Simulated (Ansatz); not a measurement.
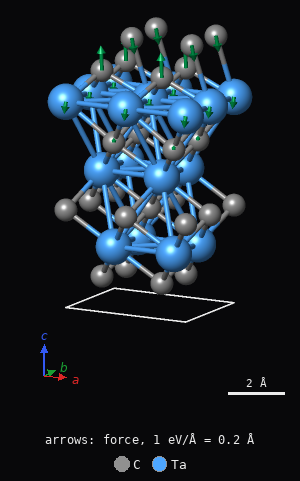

Starting geometry of a slab of composition Ta3C5 (cut from the Fm-3m phase) with the computed forces as green arrows. Style: ball-and-stick. Shown: the 2 × 2 repeat of the cell, outlined in the plane, without the vacuum, slightly off an axis.

Case: C put at a bridge C-C site. The slab is the (1 1 1) face of TaC with C on it. 3 atoms are held fixed.

These are results of Ansatz, DFT PBEsol, scalar-relativistic, plane waves, PAW, not measurements. Set-up: plane-wave cutoff 420 eV; k-point mesh 9 × 9 × 1; occupations gaussian; smearing width 0.1 eV; no spin polarisation; dipole correction; atoms relaxed in a fixed cell; force threshold 0.03 eV/Å; at most 70 steps.

### What follows when this structure is relaxed?

It isn't relaxed: the largest force vector, on a C atom, is 4.61 eV/Å. The final displacements follow the starting forces only in part (cosine between the two patterns 0.74). The energy falls by 2.701 eV per cell of the calculation in 9 accepted moves (10 points after the start). Largest force component: 4.6 eV/Å at the start, 0.0069 eV/Å at the end. 1 step only repeated the SCF at the same geometry. A C atom moves most: 0.84 Å at 29° to the normal (−c side). By element the largest moves are C 0.84 Å, Ta 0.12 Å. The cell stays as it was. Near-neighbour distances that change, for instance: C–Ta 3.321 → 2.668 Å, C–Ta 2.069 → 2.594 Å, C–C 2.038 → 1.573 Å, C–Ta 2.470 → 2.161 Å. Bond angles that change, for instance: Ta–C–Ta 98.7° → 74.5°, Ta–C–Ta 98.7° → 81.8°, Ta–C–Ta 85.7° → 91.4°.

Limits of the set-up: the periodic images lie only 3.1 Å apart, so the values are limited by the cell's size.
